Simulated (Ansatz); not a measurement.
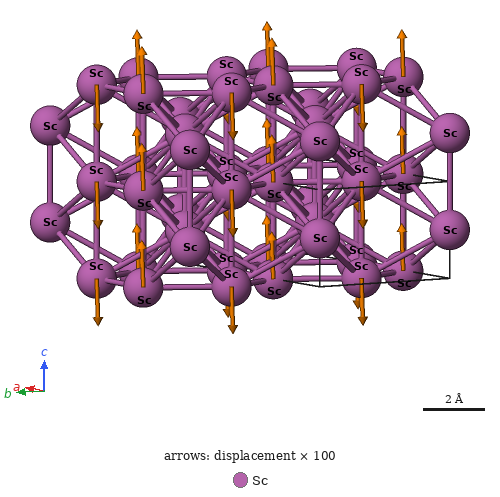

A relaxation of crystalline Sc (set up in C2/m). The starting structure is drawn; orange arrows show the displacements (the part carried along by the change of the cell is left out), magnified 100 times.

Style: ball-and-stick. Shown: the conventional cell (2 times the calculation's cell), repeated 1 × 2 × 2 with one cell outlined, from a free direction. Lengths and directions refer to the drawn axes.

All numbers below come from Ansatz 0.2.0, DFT PBE, scalar-relativistic, plane waves, PAW. (plane-wave cutoff 420 eV; k-point mesh 10 × 10 × 14; occupations gaussian; smearing width 0.1 eV; no spin polarisation; cell and atoms relaxed; force threshold 0.005 eV/Å; at most 80 steps)

> What happened in the run?

The energy falls by 22.9 meV per cell of the calculation in 4 accepted moves (5 points after the start). Largest force component: 0.045 eV/Å at the start, 0.00013 eV/Å at the end. Pressure: 2.32 GPa at the start and 0.00 GPa at the end. The SCF was repeated once at an unchanged geometry on a basis and grid sized afresh for the cell, which shifted the energy by 0.4 meV per cell of the calculation at most. The largest moves relative to the cell, 0.016 Å, are those of Sc atoms. The volume changes by +4.2 %, with a 8.808 → 8.872 Å (+0.7 %), b 5.001 → 5.121 Å (+2.4 %), c 3.201 → 3.233 Å (+1.0 %). Some distances before and after: Sc–Sc 3.305 → 3.370 Å, Sc–Sc 2.899 → 2.957 Å, Sc–Sc 3.334 → 3.370 Å, Sc–Sc 3.201 → 3.233 Å. The space group (tolerance 0.01 Å) goes from C2/m (No. 12) to P6/mmm (No. 191).
